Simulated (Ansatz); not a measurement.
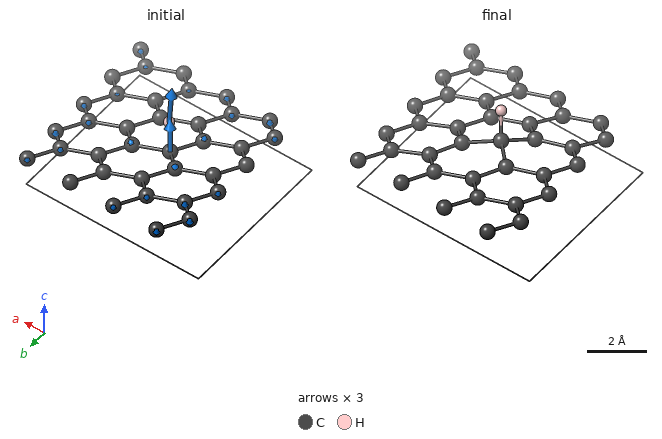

The structure of a slab of composition HC$_{32}$ before (left) and after (right) a relaxation, at one scale. The blue arrows give the displacements, 3 times their true length.

The picture is a ball-and-stick view of the cell of the calculation, outlined in the plane, without the vacuum (origin shifted), seen from a free direction.

It is H on graphene monolayer, set down by a guess. The run prepares an end point of a later path (adatom hop) calculation, from a guessed geometry.

Theory: Ansatz 0.2.0, DFT PBEsol, scalar-relativistic, plane waves, PAW. Settings: plane-wave cutoff 420 eV; k-point mesh 2 × 2 × 1; occupations gaussian; smearing width 0.05 eV; collinear spin; atoms relaxed in a fixed cell; force threshold 0.03 eV/Å; at most 60 steps.

Describe what moved and what it gained.

Answer. The atom that moves furthest relative to the layer's centre is the H atom (0.48 Å at 11° to the normal (+c side)). Largest moves by element: H 0.48 Å, C 0.41 Å. The lattice vectors keep their values. Near-neighbour distances that change, for instance: C–C 1.424 → 1.495 Å, C–H 1.074 → 1.130 Å, C–C 1.424 → 1.406 Å, C–C 1.424 → 1.434 Å. Bond angles that change, for instance: C–C–H 86.5° → 102.9°, C–C–H 88.8° → 102.9°, C–C–H 94.8° → 102.9°. The energy falls by 0.981 eV per cell of the calculation in 5 geometry steps. Largest force component: 2.9 eV/Å at the start, 0.0069 eV/Å at the end.
